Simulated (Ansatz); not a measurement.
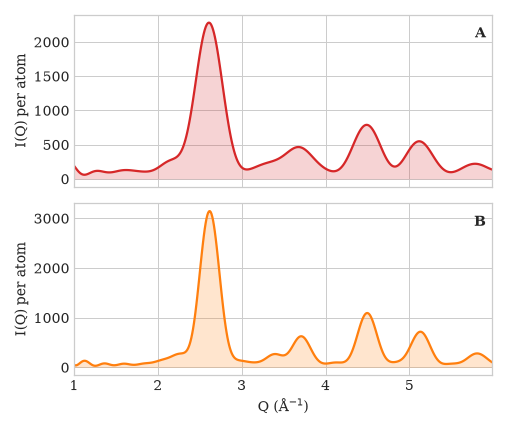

X-ray scattering of spheres cut from the crystal structure of Ge (P6/mmm, a = 4.858 Å, b = 4.858 Å, c = 2.837 Å, α = 90.00°, β = 90.00°, γ = 120.00°), calculated atom by atom with the Debye equation (B = 0.5 Å², no relaxation of the surface). It is based on the end point of a relaxation with DFT PBE, scalar-relativistic, plane waves, PAW in Ansatz; the starting structure was generated, so it need not be a known form of this composition.

**The spheres are 20 and 28 Å across. Which curve is which?**

curve A: 20 Å (199 atoms); curve B: 28 Å (564 atoms). Peak widths go roughly as 2π/D, so the largest sphere has the sharpest peaks.

**Index the main peaks of the largest sphere.**

Q ≈ 2.62 Å⁻¹: 110 + 101; Q ≈ 3.71 Å⁻¹: 201; Q ≈ 4.50 Å⁻¹: 300 + 211; Q ≈ 5.13 Å⁻¹: 112 + 220.
